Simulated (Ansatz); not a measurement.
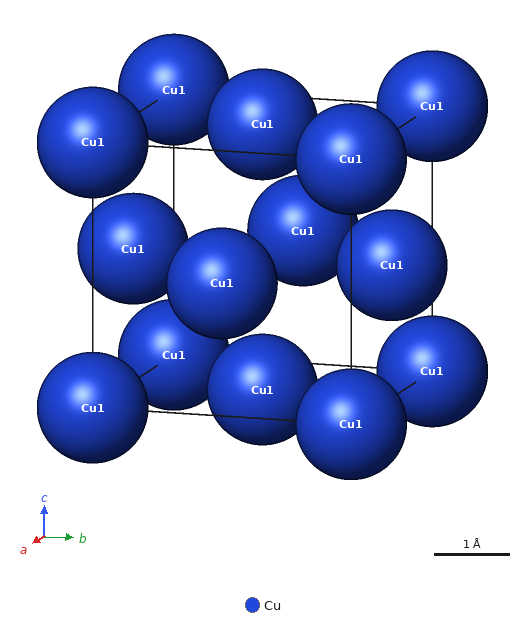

**Figure 1.** The input geometry of the first run (spheres-only view of the cell 4 times as large as that of the calculation, set on its symmetry axes, seen slightly off an axis; atoms are numbered from 1 in the order of the input).

**Cu: a failed or faulty run and its cure**

System: Cu (1 atom in the cell).
Method of the first run: Kohn-Sham DFT of a periodic cell, B3LYP, Ansatz PAW (Ansatz 0.2.0).

The structure derives from an entry of the Crystallography Open Database. The run did not end well. Text and figures count atoms from 1; the logs count them from 0 in places.

**Input, the first run**
```yaml
crystal:
  lattice:
    - [0.0, 1.8075, 1.8075]
    - [1.8075, 0.0, 1.8075]
    - [1.8075, 1.8075, 0.0]
  atoms:
    - { symbol: Cu, position: [0.0, 0.0, 0.0] }
hamiltonian:
  xc: b3lyp
  pseudopotentials: { kind: paw }
kpoints:
  mp_grid: { grid: [7, 7, 7] }
  band_path:
    path:
      - [[0.0, 0.0, 0.0], [0.5, 0.0, 0.5], [0.5, 0.25, 0.75], [0.375, 0.375, 0.75], [0.0, 0.0, 0.0], [0.5, 0.5, 0.5], [0.625, 0.25, 0.625], [0.5, 0.25, 0.75], [0.5, 0.5, 0.5], [0.375, 0.375, 0.75]]
      - [[0.625, 0.25, 0.625], [0.5, 0.0, 0.5]]
    npoints: 4
scf:
  occupations: { method: fermi_dirac, width: 0.05 }
  n_extra_bands: 6
output:
  forces: true
  stress: true
  eigenvalues: true
  fatbands: false
```

Command:
```bash
ansatz run input.yaml --threads 2 --pin off --max-ram 5632MiB --backend cpu --events-out ev --progress --plain --runs-dir out
```

Hardware: 2 threads of Arm Neoverse V1, 24 GiB of memory available, shared host.

**Output, shortened to warnings, some set-up lines, iterations and results (the first run)**
```
Warning: output.stress: scf.convergence.dr2_threshold = 1e-7 eV (the SCF's general default) is looser than the 1e-10 eV advised for a printed stress (1e-10 eV for each atom of the cell: 1). What an SCF threshold leaves in a stress goes as its square root, and in the free energy as the threshold itself, and one threshold admits the most on a small cell: of the crystals measured, under no hybrid …
Warning: output.stress: scf.exx.energy_threshold = 1e-6 eV is looser than the 1e-8 eV advised for a stress under a hybrid functional (1e-8 eV for each atom of the cell: 1). Every SCF of the exchange loop can meet its threshold on dr2 while the loop round them stops early: no threshold on dr2 bounds what that leaves in the stress. Set scf.exx.energy_threshold to 1e-8 eV or tighter. The threshold …
Error: the pass "band path" is not served: it follows an SCF under a hybrid functional, so it would have to apply that functional's exchange operator directly, as a sum over orbital pairs, which on k-points of its own, be they those of the SCF's mesh, such a pass takes under an unscreened kernel only where the SCF fills whole bands under a gap, and this one does not: choose a screened hybrid …
Basis set: ecut = 420 eV, 259 PW (Γ), exchange–correlation on 36×36×36 points (8 copies of the dense FFT grid, shifted against one another)
Symmetry: 48 space group operations
k-points: 20 of 343
Initial density: superposition of atomic densities (neutral atoms: chi_scale 0, normalization atom), corrected by the library's trained network
[...]
SCF iter   1: F=—  HF=-6632.400762 eV  |F-HF|=—  |Δ(HF+E_count)|=         —  Δρ=2.17e-2  dr2=3.87e-2  ethr=1.77e-3  ⟨swp⟩=7.3  Hψ=1436  notcnv=0
SCF iter   2: F=—  HF=-6632.394195 eV  |F-HF|=—  |Δ(HF+E_count)|=   6.57e-3  Δρ=3.37e-3  dr2=8.57e-4  ethr=4.84e-6  ⟨swp⟩=3.1  Hψ=1255  notcnv=0
SCF iter   3: F=—  HF=-6632.394112 eV  |F-HF|=—  |Δ(HF+E_count)|=   8.33e-5  Δρ=2.19e-3  dr2=4.71e-4  ethr=4.51e-6  ⟨swp⟩=3.0  Hψ=580  notcnv=0
SCF iter   4: F=—  HF=-6632.394108 eV  |F-HF|=—  |Δ(HF+E_count)|=   3.25e-6  Δρ=1.36e-4  dr2=9.95e-7  ethr=2.48e-6  ⟨swp⟩=2.0  Hψ=515  notcnv=0
SCF iter   5: F=—  HF=-6632.394110 eV  |F-HF|=—  |Δ(HF+E_count)|=   1.88e-6  Δρ=2.59e-5  dr2=2.57e-8  ethr=5.24e-9  ⟨swp⟩=4.0  Hψ=782  notcnv=0
[... 20 lines ...]
SCF iter   3: F=—  HF=-6632.146504 eV  |F-HF|=—  |Δ(HF+E_count)|=   1.51e-4  Δρ=1.87e-5  dr2=3.95e-8  ethr=5.20e-11  ⟨swp⟩=4.3  Hψ=949  notcnv=0
SCF iter   4: F=—  HF=-6632.146504 eV  |F-HF|=—  |Δ(HF+E_count)|=   2.02e-9  Δρ=2.93e-6  dr2=1.29e-8  ethr=5.20e-11  ⟨swp⟩=3.0  Hψ=627  notcnv=0
SCF iter   5: F=—  HF=-6632.146504 eV  |F-HF|=—  |Δ(HF+E_count)|=  3.35e-10  Δρ=2.50e-6  dr2=1.32e-8  ethr=1.85e-12  ⟨swp⟩=3.2  Hψ=712  notcnv=0
SCF iter   6: F=-6632.146504 eV  HF=-6632.146504 eV  |F-HF|=3.64e-12  |Δ(HF+E_count)|=  4.09e-11  Δρ=2.69e-7  dr2=1.27e-8  ethr=1.85e-12  ⟨swp⟩=2.0  Hψ=513  notcnv=0
SCF 4 converged in 6 iterations: F = -6632.146504 eV  dr2 = 1.27e-8
  Residual-converged pass: ⟨swp⟩=2.0  Hψ=448  notcnv=0  max |occ|·‖R‖ = 2.0e-6 eV (tolerance 2.4e-6 eV)  dr2=1.27e-8  dr2_onsite=6.32e-12  max |Δocc| = 3.7e-16
hybrid outer 3: dexx = +3.112e-8 eV, tail = 2.60e-8 eV, Δε = 1.71e-3 eV (about 3.88e-4 eV left of the loop's levels)
hybrid SCF converged: 3 outer / 19 inner (+7 warm-up), last move |dexx| = 3.11e-8 eV, tail = 2.60e-8 eV
Stability not checked: this state was not tested for a lower state beside it, because the functional holds exact exchange (a hybrid, or Hartree-Fock), whose exchange loop this test does not read (fock_operator; see scf.lower_state_search)
Free energy (F): -6632.146504 eV
Frozen-core exchange: fock
Harris-Foulkes:  -6632.146504 eV  (|F-HF|=3.64e-12)
Internal energy: -6632.145315 eV  (E = F + TS)
E sigma→0 (E₀):  -6632.145909 eV
Entropy (-TS):   -0.001189 eV (-1.189 meV/atom)
Fermi energy:    17.210619 eV
--- Per-component energies (eV) ---
  E_band       = -406.892955
  E_kinetic    = 301.728049
  E_local      = -4072.182340  (includes V_loc(G=0)·N_el)
  E_nonlocal   = 396.185277
  E_hartree    = 1807.183721
  E_xc         = -72.724104
  E_vxc        = -93.230768  (∫ρ·V_xc dr)
  E_exx        = -93.473149  (= α·E_x^exact, valence–valence)
  E_paw        = -1602.256556  (= ΣΔE_a)
  E_vpaw       = -366.814899  (= ΣTr[D̂ρ^β])
  E_aug_tail   = 0.000250  (compensation charges beyond the density's cutoff)
  E_ewald      = -3296.453696
  E_core_change = -0.152765  (= ΣΔE_core)
  E_smearing   = -0.001189  (= −TS)
  E_closure    = -0.000001  (closes the sum)
  Σ components = -6632.146504   (vs F -6632.146504, Δ=0.00e0)
--- Forces (eV/Å), atoms counted from 1 ---
  atom   1  Cu    -0.00000000     0.00000000    -0.00000000
  max |Σ_I F_I| component: 1.31e-31 eV/Å
--- Stress (GPa, compression-positive) ---
        7.752094      -0.000000      -0.000000
        0.000000       7.752094       0.000000
        0.000000       0.000000       7.752094
  P = ⅓ Tr σ = 7.7521 GPa (77.521 kbar)
Error: the pass "band path" is not served: it follows an SCF under a hybrid functional, so it would have to apply that functional's exchange operator directly, as a sum over orbital pairs, which on k-points of its own, be they those of the SCF's mesh, such a pass takes under an unscreened kernel …
```

Question: What should be changed in this input?

Answer: The run ended with an error: “the pass "band path" is not served: it follows an SCF under a hybrid functional, so it would have to apply that functional's exchange operator directly, as a sum over orbital pairs, which on k-points of its own, be they those of the SCF's mesh, such a pass takes under an unscreened kernel only where the SCF fills …” The program warns: an analysis step after the SCF failed; the exchange loop's threshold is looser than advised for the stress; the SCF threshold is looser than advised for the printed stress. Points of doubt noted for this run: forces on files of another functional.

A run of the same system that converges differs from this input as follows (lines with − go, lines with + come):
```diff
-  band_path:
-    path:
-      - [[0.0, 0.0, 0.0], [0.5, 0.0, 0.5], [0.5, 0.25, 0.75], [0.375, 0.375, 0.75], [0.0, 0.0, 0.0], [0.5, 0.5, 0.5], [0.625, 0.25, 0.625], [0.5, 0.25, 0.75], [0.5, 0.5, 0.5], [0.375, 0.375, 0.75]]
-      - [[0.625, 0.25, 0.625], [0.5, 0.0, 0.5]]
-    npoints: 4
-  n_extra_bands: 6
-  fatbands: false
```

**Output, shortened to warnings, some set-up lines, iterations and results (the second run)**
```
Warning: output.stress: scf.convergence.dr2_threshold = 1e-7 eV (the SCF's general default) is looser than the 1e-10 eV advised for a printed stress (1e-10 eV for each atom of the cell: 1). What an SCF threshold leaves in a stress goes as its square root, and in the free energy as the threshold itself, and one threshold admits the most on a small cell: of the crystals measured, under no hybrid …
Warning: output.stress: scf.exx.energy_threshold = 1e-6 eV is looser than the 1e-8 eV advised for a stress under a hybrid functional (1e-8 eV for each atom of the cell: 1). Every SCF of the exchange loop can meet its threshold on dr2 while the loop round them stops early: no threshold on dr2 bounds what that leaves in the stress. Set scf.exx.energy_threshold to 1e-8 eV or tighter. The threshold …
Basis set: ecut = 420 eV, 259 PW (Γ), exchange–correlation on 36×36×36 points (8 copies of the dense FFT grid, shifted against one another)
Symmetry: 48 space group operations
k-points: 20 of 343
Initial density: superposition of atomic densities (neutral atoms: chi_scale 0, normalization atom), corrected by the library's trained network
[...]
SCF iter   1: F=—  HF=-6632.400755 eV  |F-HF|=—  |Δ(HF+E_count)|=         —  Δρ=2.17e-2  dr2=3.87e-2  ethr=1.77e-3  ⟨swp⟩=7.2  Hψ=1251  notcnv=0
SCF iter   2: F=—  HF=-6632.394197 eV  |F-HF|=—  |Δ(HF+E_count)|=   6.56e-3  Δρ=3.37e-3  dr2=8.55e-4  ethr=5.00e-6  ⟨swp⟩=3.1  Hψ=1158  notcnv=0
SCF iter   3: F=—  HF=-6632.394113 eV  |F-HF|=—  |Δ(HF+E_count)|=   8.39e-5  Δρ=2.21e-3  dr2=4.78e-4  ethr=4.50e-6  ⟨swp⟩=3.0  Hψ=566  notcnv=0
SCF iter   4: F=—  HF=-6632.394108 eV  |F-HF|=—  |Δ(HF+E_count)|=   4.51e-6  Δρ=1.43e-4  dr2=1.06e-6  ethr=2.52e-6  ⟨swp⟩=2.0  Hψ=474  notcnv=0
SCF iter   5: F=—  HF=-6632.394110 eV  |F-HF|=—  |Δ(HF+E_count)|=   1.87e-6  Δρ=1.64e-5  dr2=1.05e-8  ethr=5.59e-9  ⟨swp⟩=4.0  Hψ=710  notcnv=0
[... 20 lines ...]
SCF iter   4: F=—  HF=-6632.146504 eV  |F-HF|=—  |Δ(HF+E_count)|=   1.11e-4  Δρ=1.57e-4  dr2=1.59e-6  ethr=1.28e-11  ⟨swp⟩=4.8  Hψ=996  notcnv=0
SCF iter   5: F=—  HF=-6632.146504 eV  |F-HF|=—  |Δ(HF+E_count)|=   4.35e-7  Δρ=3.36e-5  dr2=7.52e-8  ethr=1.28e-11  ⟨swp⟩=4.0  Hψ=944  notcnv=0
SCF iter   6: F=—  HF=-6632.146504 eV  |F-HF|=—  |Δ(HF+E_count)|=   1.18e-8  Δρ=8.68e-6  dr2=1.22e-8  ethr=1.28e-11  ⟨swp⟩=3.3  Hψ=675  notcnv=0
SCF iter   7: F=-6632.146504 eV  HF=-6632.146504 eV  |F-HF|=2.09e-11  |Δ(HF+E_count)|=  7.96e-10  Δρ=9.06e-7  dr2=8.02e-9  ethr=1.28e-11  ⟨swp⟩=2.0  Hψ=473  notcnv=0
SCF 4 converged in 7 iterations: F = -6632.146504 eV  dr2 = 8.02e-9
  Residual-converged pass: ⟨swp⟩=2.9  Hψ=518  notcnv=0  max |occ|·‖R‖ = 2.4e-6 eV (tolerance 2.4e-6 eV)  dr2=8.00e-9  dr2_onsite=3.77e-11  max |Δocc| = 7.7e-15
hybrid outer 3: dexx = +1.066e-7 eV, tail = 1.73e-8 eV, Δε = 3.50e-3 eV (about 2.64e-4 eV left of the loop's levels)
hybrid SCF converged: 3 outer / 20 inner (+6 warm-up), last move |dexx| = 1.07e-7 eV, tail = 1.73e-8 eV
Stability not checked: this state was not tested for a lower state beside it, because the functional holds exact exchange (a hybrid, or Hartree-Fock), whose exchange loop this test does not read (fock_operator; see scf.lower_state_search)
Free energy (F): -6632.146504 eV
Frozen-core exchange: fock
Harris-Foulkes:  -6632.146504 eV  (|F-HF|=2.09e-11)
Internal energy: -6632.145315 eV  (E = F + TS)
E sigma→0 (E₀):  -6632.145909 eV
Entropy (-TS):   -0.001189 eV (-1.189 meV/atom)
Fermi energy:    17.210779 eV
--- Per-component energies (eV) ---
  E_band       = -406.891284
  E_kinetic    = 301.728301
  E_local      = -4072.187326  (includes V_loc(G=0)·N_el)
  E_nonlocal   = 396.187277
  E_hartree    = 1807.187927
  E_xc         = -72.724001
  E_vxc        = -93.230630  (∫ρ·V_xc dr)
  E_exx        = -93.473248  (= α·E_x^exact, valence–valence)
  E_paw        = -1602.258030  (= ΣΔE_a)
  E_vpaw       = -366.817236  (= ΣTr[D̂ρ^β])
  E_aug_tail   = 0.000250  (compensation charges beyond the density's cutoff)
  E_ewald      = -3296.453696
  E_core_change = -0.152765  (= ΣΔE_core)
  E_smearing   = -0.001189  (= −TS)
  E_closure    = -0.000004  (closes the sum)
  Σ components = -6632.146504   (vs F -6632.146504, Δ=9.09e-13)
--- Forces (eV/Å), atoms counted from 1 ---
  atom   1  Cu     0.00000000     0.00000000     0.00000000
  max |Σ_I F_I| component: 2.47e-32 eV/Å
--- Stress (GPa, compression-positive) ---
        7.772995       0.000000      -0.000000
       -0.000000       7.772995      -0.000000
        0.000000       0.000000       7.772995
  P = ⅓ Tr σ = 7.7730 GPa (77.730 kbar)
```

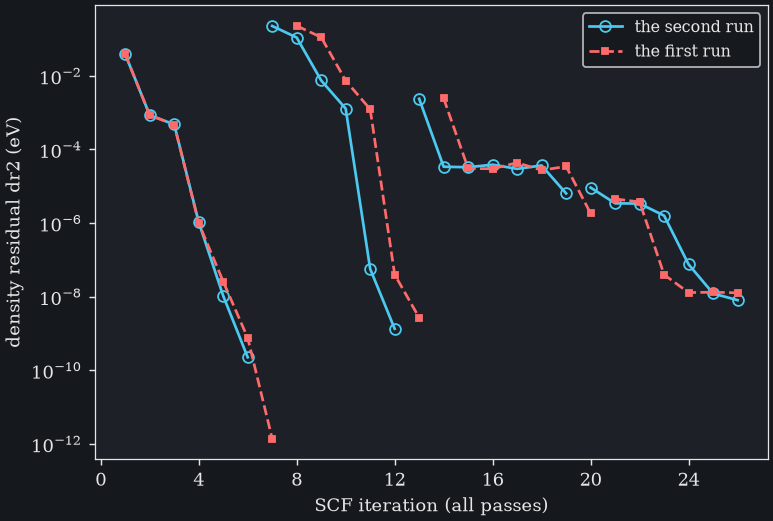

**Figure 2.** Convergence of the two runs: density residual dr2 against the SCF iteration. A break in a curve parts two SCF passes. The second run takes 26 iterations in all, and the first run stops after 26.

**The two runs side by side**

```csv
quantity,the first run,the second run
outcome,error,converged
free energy per atom (eV),–,−6632.1465
gap on the mesh (eV),–,0.00
pressure (GPa),–,7.77
volume per atom (Å³),–,11.81
largest force (eV/Å),–,0.000
SCF iterations,–,26
irreducible k-points,–,20
plane waves at Γ,–,259
wall time (shared host),9.3 s,9.1 s
```

Notes on the second run: The program warns: the exchange loop's threshold is looser than advised for the stress; the SCF threshold is looser than advised for the printed stress. Points of doubt noted for this run: forces on files of another functional. The cell is under a pressure of 7.8 GPa at this level, so it is not at its equilibrium volume.
